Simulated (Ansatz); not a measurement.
# Run report: Al, geometry relaxation (part 2 of 2)

The same run, continued: Al (P6₃/mmc, 4 atoms in the cell); DFT r2SCAN, scalar-relativistic, plane waves, PAW, no spin polarisation (Ansatz 0.2.0); cutoff 500 eV, 18×18×6 k-mesh, Gaussian smearing of 0.1 eV. The structure derives from a Materials Project entry.

Geometry of the input (Å; fractional positions):
```
2.8271  0.0000  0.0000
-1.4135  2.4483  0.0000
0.0000  0.0000  9.1860
Al 0.0000  0.0000  0.0000
Al 0.3333  0.6667  0.2500
Al 0.0000  0.0000  0.5000
Al 0.6667  0.3333  0.7500
```

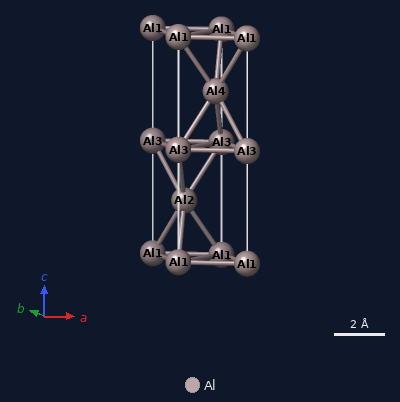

**Figure 1.** The geometry at step 3 of the log (ball-and-stick view of the cell of the calculation, seen slightly off an axis; atoms are numbered from 1 in the order of the input).

```
basis re-selected at this cell: Δ(F+E_penalty+E_count) = -5.582e-6 eV, ΔP = -0.000 GPa vs the last step (what re-selecting the basis moved, of the pressure what is left beyond the Pulay correction that the steps carried, after the strain that the cell walked since its last selection, with what the two solves' SCF thresholds leave and, on support functions, any second-order correction that the steps lacked; it is no measure of the basis error at this ecutwfc). This SCF's stress stands 5.18e-3 GPa from its target on what of the cell is left free (relax.cell.stress_tol is 5.00e-2 GPa) and its largest allowed force component is 3.64e-17 eV/Å (relax.f_tol is 5.00e-3 eV/Å): within both
SCF converged after 3 iterations
Free energy (F): -2161.584404 eV
Harris-Foulkes:  -2161.584404 eV  (|F-HF|=5.87e-11)
Internal energy: -2161.576667 eV  (E = F + TS)
E sigma→0 (E₀):  -2161.580536 eV
Entropy (-TS):   -0.007737 eV (-1.934 meV/atom)
Fermi energy:    8.303235 eV
--- Per-component energies (eV) ---
  E_band       = 42.127117
  E_kinetic    = 93.849295
  E_local      = 43.059238  (includes V_loc(G=0)·N_el)
  E_nonlocal   = 38.541417
  E_hartree    = 0.482402
  E_xc         = -147.567204
  E_vxc        = -125.575847  (∫ρ·V_xc dr)
  E_paw        = -1892.441247  (= ΣΔE_a)
  E_vpaw       = -13.635648  (= ΣTr[D̂ρ^β])
  E_aug_tail   = -0.000003  (compensation charges beyond the density's cutoff)
  E_vtau       = 4.923861  (kinetic-family band-sum trace: ∫τ·v_τ [+ j·A + Jᵃ·Aᵃ] dr)
  E_ewald      = -297.260134
  E_core_change = -0.240432  (= ΣΔE_core)
  E_smearing   = -0.007737  (= −TS)
  E_closure    = 0.000000  (closes the sum)
  Σ components = -2161.584404   (vs F -2161.584404, Δ=0.00e0)
--- Forces (eV/Å), atoms counted from 1 ---
  atom   1  Al    -0.00000000     0.00000000     0.00000000
  atom   2  Al     0.00000000     0.00000000     0.00000000
  atom   3  Al    -0.00000000     0.00000000    -0.00000000
  atom   4  Al     0.00000000    -0.00000000    -0.00000000
  max |Σ_I F_I| component: 4.63e-18 eV/Å
--- Stress (GPa, compression-positive) ---
        0.000548       0.000000      -0.000000
        0.000000       0.000548       0.000000
       -0.000000       0.000000      -0.005178
  P = ⅓ Tr σ = -0.0014 GPa (-0.014 kbar)
--- Band table (eV; the first three rows and the last of 148) ---
  k-point 0: bands = ["-3.7586", "-1.9415", "-1.9355", "3.1452", "3.6748", "11.9511", "11.9512", "20.0623", "20.0623", "20.1470"]
  k-point 1: bands = ["-3.7078", "-2.4922", "-1.2868", "2.2568", "4.6525", "10.3299", "13.6410", "20.1006", "20.1006", "20.1873"]
  k-point 2: bands = ["-3.5553", "-2.9469", "-0.5386", "1.2391", "5.9381", "8.7840", "15.3882", "18.9458", "20.2144", "20.2144"]
  k-point 147: bands = ["5.0381", "5.0381", "5.0646", "5.0646", "5.2709", "5.2709", "8.0492", "8.0492", "8.9544", "8.9544"]
--- Relaxed structure (4 steps of the walk, 4 accepted, 1 SCFs on fresh bases) ---
  F+E_penalty+E_count = -2161.58440399 eV   max|allowed force component| = 3.643e-17 eV/Å   (the final SCF, on the basis selected at the relaxed cell)
  cell:  # Å, volume = 63.8871 Å³
    - [2.8221979688256273, 0.0, 0.0]
    - [-1.4110989844128137, 2.4440951355118363, 0.0]
    - [0.0, 0.0, 9.262059345143305]
  atoms:
    - { symbol: Al, position: [7.83219634517707e-34, -5.248829798219501e-34, 4.968491373783137e-36] }
    - { symbol: Al, position: [0.3333333333333333, 0.6666666666666666, 0.25] }
    - { symbol: Al, position: [7.861561802024423e-34, -5.181228516790584e-34, 0.5] }
    - { symbol: Al, position: [0.6666666666666666, 0.3333333333333333, 0.7499999999999999] }
```

### Trajectory as extended XYZ (Å, eV, eV/Å), 5 frames, from step=1 to step=5
```
4
Lattice="2.8271 0.0000 0.0000 -1.4135 2.4483 0.0000 0.0000 0.0000 9.1860" Properties=species:S:1:pos:R:3:forces:R:3 step=1 energy=-2161.58286 pressure_GPa=0.45
Al    0.0000    0.0000    0.0000    0.0000   0.0000   0.0000
Al    0.0000    1.6322    2.2965    0.0000   0.0000   0.0000
Al    0.0000    0.0000    4.5930    0.0000   0.0000   0.0000
Al    1.4135    0.8161    6.8895    0.0000   0.0000   0.0000
4
Lattice="2.8274 0.0000 0.0000 -1.4137 2.4486 0.0000 0.0000 0.0000 9.2394" Properties=species:S:1:pos:R:3:forces:R:3 step=2 energy=-2161.58414 pressure_GPa=-0.11
Al    0.0000    0.0000    0.0000    0.0000   0.0000   0.0000
Al    0.0000    1.6324    2.3098    0.0000   0.0000   0.0000
Al    0.0000    0.0000    4.6197    0.0000   0.0000   0.0000
Al    1.4137    0.8162    6.9295    0.0000   0.0000   0.0000
4
Lattice="2.8230 0.0000 0.0000 -1.4115 2.4448 0.0000 0.0000 0.0000 9.2624" Properties=species:S:1:pos:R:3:forces:R:3 step=3 energy=-2161.58439 pressure_GPa=-0.06
Al    0.0000    0.0000    0.0000    0.0000   0.0000   0.0000
Al    0.0000    1.6299    2.3156    0.0000   0.0000   0.0000
Al    0.0000    0.0000    4.6312    0.0000   0.0000   0.0000
Al    1.4115    0.8149    6.9468    0.0000   0.0000   0.0000
4
Lattice="2.8222 0.0000 0.0000 -1.4111 2.4441 0.0000 0.0000 0.0000 9.2621" Properties=species:S:1:pos:R:3:forces:R:3 step=4 energy=-2161.58440 pressure_GPa=-0.00
Al    0.0000    0.0000    0.0000    0.0000   0.0000   0.0000
Al    0.0000    1.6294    2.3155    0.0000   0.0000   0.0000
Al    0.0000    0.0000    4.6310    0.0000   0.0000   0.0000
Al    1.4111    0.8147    6.9465    0.0000   0.0000   0.0000
4
Lattice="2.8222 0.0000 0.0000 -1.4111 2.4441 0.0000 0.0000 0.0000 9.2621" Properties=species:S:1:pos:R:3:forces:R:3 step=5 energy=-2161.58440 pressure_GPa=-0.00
Al    0.0000    0.0000    0.0000    0.0000   0.0000   0.0000
Al    0.0000    1.6294    2.3155    0.0000   0.0000   0.0000
Al    0.0000    0.0000    4.6310    0.0000   0.0000   0.0000
Al    1.4111    0.8147    6.9465    0.0000   0.0000   0.0000
```

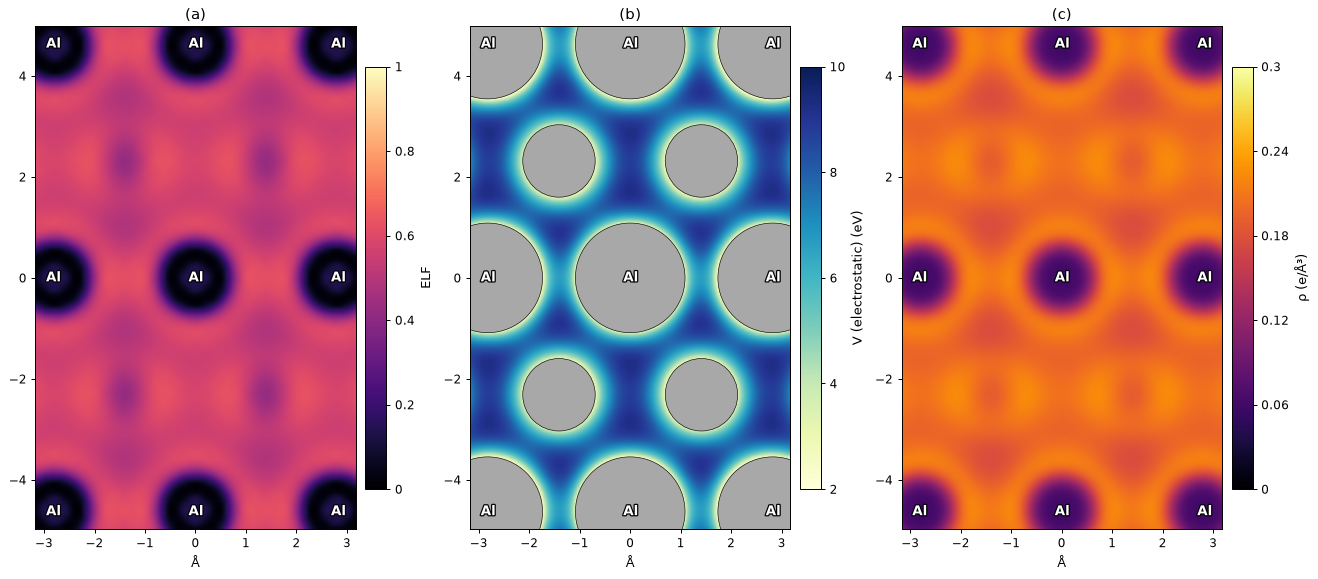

**Figure 2.** (a) electron localisation function; (b) electrostatic potential (local pseudopotential plus Hartree) felt by an electron; (c) valence pseudo-density on the (100) plane of the conventional cell. Grey discs, where drawn, cover atomic cores. Atoms in the plane: Al. Al–Al (2.82 Å): ρ at the midpoint is about 0.21 e/Å³; the ELF peaks at about 0.60 between the atoms. Away from the nuclei the density in this plane falls to 0.18 e/Å³ at its lowest. Outside the cores the potential energy rises away from the atoms and is highest about 1.7 Å from the nearest atoms; outside the discs it spans about 6 eV, and its zero is arbitrary. The fields are those of the smooth PAW valence density.

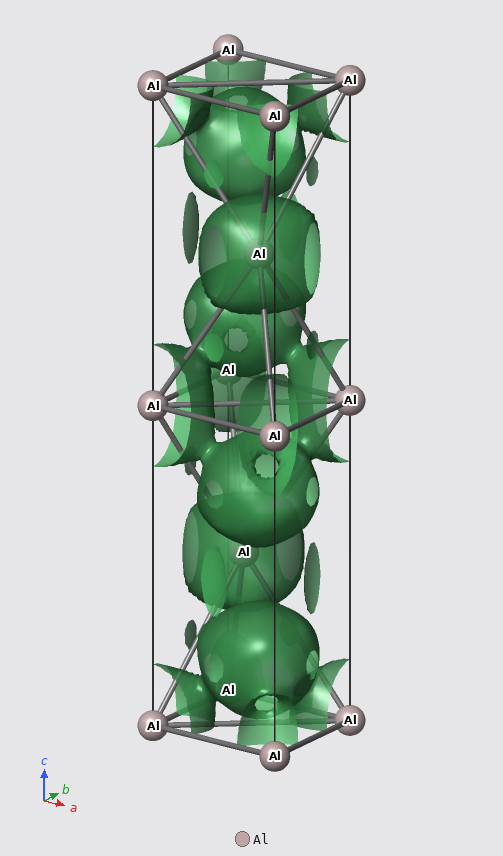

**Figure 3.** Isosurface of the electron localisation function at 0.5 (green), seen slightly off an axis. Only the valence region is drawn (cores and ρ < 0.01 e/Å³ removed). Sticks mark near contacts. The outline is the cell set on symmetry axes. The ELF exceeds this value in one network that runs through the whole crystal, counted in one cell of 4 atoms. Profiles from the grid: Al–Al (2.82 Å): the ELF peaks at about 0.60 between the atoms.

### Results in brief

| quantity | value |
| --- | --- |
| outcome | converged |
| space group (tolerance 0.01 Å) | P6₃/mmc (194) |
| electrons treated | 12 |
| free energy | −2161.5844 eV |
| Fermi energy | 8.303 eV |
| gap on the k-point mesh | none (metallic) |
| pressure | 0.00 GPa |
| final volume | 63.89 Å³ |
| largest force (length of the vector) at the end | under 0.001 eV/Å |
| final cell | a = 2.822 Å, b = 2.822 Å, c = 9.262 Å, α = 90.00°, β = 90.00°, γ = 120.00° |
| hardware | 2 threads of Intel Xeon (Granite Rapids), 32 GiB of memory available, shared host |
| wall time | 15 s (CPU time 30 s) |
| peak memory | 0.66 GiB |
